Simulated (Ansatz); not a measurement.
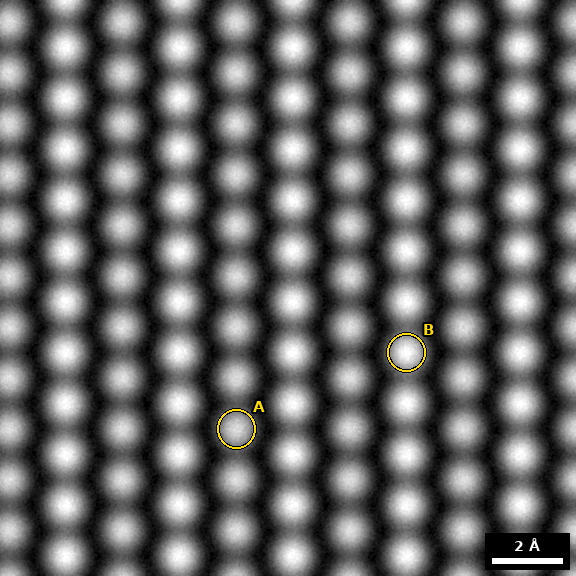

HAADF-like image of CdTe (F-43m, No. 216) along [210]. Simulation: incoherent imaging, intensity Z^1.7 per atom, probe width 1.02 Å, thin sample. The probe carries 15 % of its weight in a tail 2.5 times as wide. The display is stretched by a gamma of 0.8; percentages refer to the linear signal. Shot noise was added. Structure: the end point of a relaxation with Ansatz 0.2.0, DFT PBE0, scalar-relativistic, plane waves, PAW; the starting structure was generated, so it need not be a known form of this composition.

```
Cd Te
1.0
     6.56320    0.00000    0.00000
     0.00000    6.56320    0.00000
     0.00000    0.00000    6.56320
Cd Te
4 4
Direct
  0.00000 0.00000 0.00000
  0.00000 0.50000 0.50000
  0.50000 0.00000 0.50000
  0.50000 0.50000 0.00000
  0.25000 0.25000 0.75000
  0.25000 0.75000 0.25000
  0.75000 0.25000 0.25000
  0.75000 0.75000 0.75000
```

### Which atoms make up the marked columns?

A: Cd (1 Cd per 14.68 Å along the beam; about 85 % of the brightest peak). B: Te (1 Te per 14.68 Å along the beam; the brightest kind). Brightness is counted from the darkest point of the image.
